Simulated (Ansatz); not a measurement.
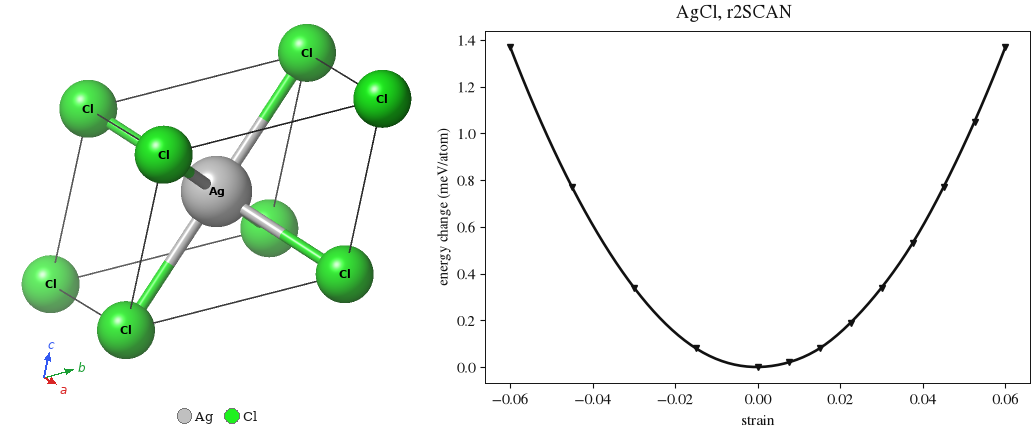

Plotted: energy change against strain for AgCl, space group Fm-3m (No. 225). The cell is drawn beside the plot.

Structure:
```yaml
crystal:
  lattice:
    - [0.00000, 2.77315, 2.77315]
    - [2.77315, 0.00000, 2.77315]
    - [2.77315, 2.77315, 0.00000]
  atoms:
    - { symbol: Ag, position: [0.50000, 0.50000, 0.50000] }
    - { symbol: Cl, position: [0.00000, 0.00000, 0.00000] }
```

How it was computed, with Ansatz 0.2.0: homogeneous strain of a crystal along one Voigt pattern with engineering shear, fractional coordinates fixed, by plane-wave density functional theory with PAW datasets, free energies less that of the undisturbed cell, pressure positive in compression; scalar-relativistic. Level: r2SCAN, no spin polarisation.

- wave cutoff: 500 eV
- k mesh: 8×8×8
- occupations: Gaussian
- smearing width: 0.05 eV
- k shift: (0, 0, 0) (mesh steps)
- start: as given
- strain pattern: (0, 0, 0, 0, 1, 0) (xx yy zz yz xz xy with engineering shear)

The points at strain −0.045, −0.015, 0.03 and 0.06 follow from computed ones by symmetry.

From this curve and the settings, what does the calculation give for the tensile stress summed over the strain pattern, pressure and gap on the k mesh at the same points?

The tensile stress summed over the strain pattern rises from −0.349 GPa at strain −0.0600 to 0.349 GPa at 0.0600, and changes sign near 0.000. The pressure goes from −0.053 GPa at strain −0.0600 to −0.053 GPa at 0.0600, not monotonically, with a high of −0.034 GPa at 0.0000. The gap on the k mesh stays open and runs from 1.416 eV at strain −0.0600 to 1.416 eV at 0.0600, with its largest value, 1.475 eV, at 0.0000.

```
 strain  tensile stress summed over the strain pattern (GPa)  pressure (GPa)  gap on the k mesh (eV)
-0.0600                                               -0.349          -0.053                   1.416
-0.0450                                               -0.258          -0.045                   1.431
-0.0300                                               -0.171          -0.039                   1.446
-0.0150                                               -0.085          -0.035                   1.461
 0.0000                                                0.000          -0.034                   1.475
 0.0075                                                0.042          -0.034                   1.468
 0.0150                                                0.085          -0.035                   1.461
 0.0225                                                0.128          -0.037                   1.454
 0.0300                                                0.171          -0.039                   1.446
 0.0375                                                0.214          -0.041                   1.439
 0.0450                                                0.258          -0.045                   1.431
 0.0525                                                0.303          -0.049                   1.424
 0.0600                                                0.349          -0.053                   1.416
```

Note: reference crystal is not relaxed.
